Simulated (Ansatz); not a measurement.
WS2 (slab)

```
CELL_PARAMETERS angstrom
3.15955 0.00000 0.00000
-1.57977 2.73625 0.00000
0.00000 0.00000 23.80426
ATOMIC_POSITIONS crystal
S 0.33333 0.66667 0.18904
W 0.66667 0.33333 0.25525
S 0.33333 0.66667 0.32133
S 0.33333 0.16667 0.44983
W 0.00000 0.50000 0.51591
S 0.33333 0.16667 0.58211
```

PAW files of the earlier set (soft_1).

Computed with Ansatz 0.2.0, DFT PBE+D3(BJ), scalar-relativistic, plane waves, PAW.

Predict the valence pseudo-density and electron localisation function between the atoms.

W–S (2.41 Å): the density is about 0.63 e/Å³ at the midpoint; the ELF peaks at about 0.85 in the valence shell of S, 0.8 Å from its nucleus, and is about 0.50 at the midpoint.

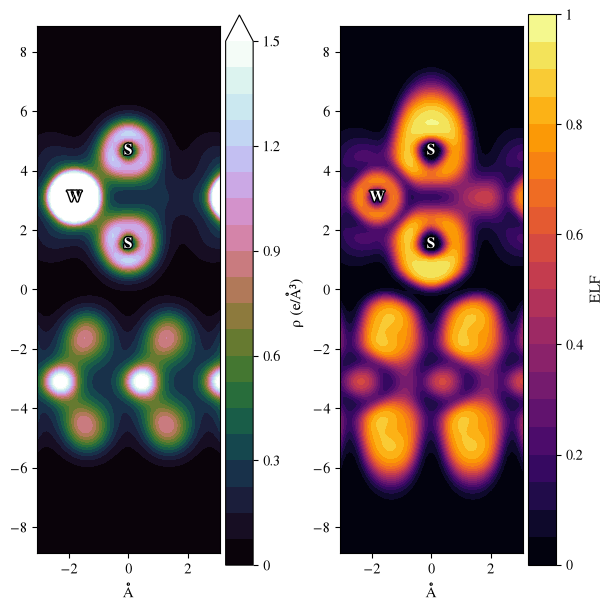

Computed valence pseudo-density and electron localisation function on the (110) plane of the calculation cell, a cut from vacuum to vacuum, in this order. Atoms just off the plane (S, 0.8 Å away and W, 0.8 Å away) can leave unmarked features too.

The density is the valence pseudo-density of a PAW calculation; it isn't the true density close to the nuclei.
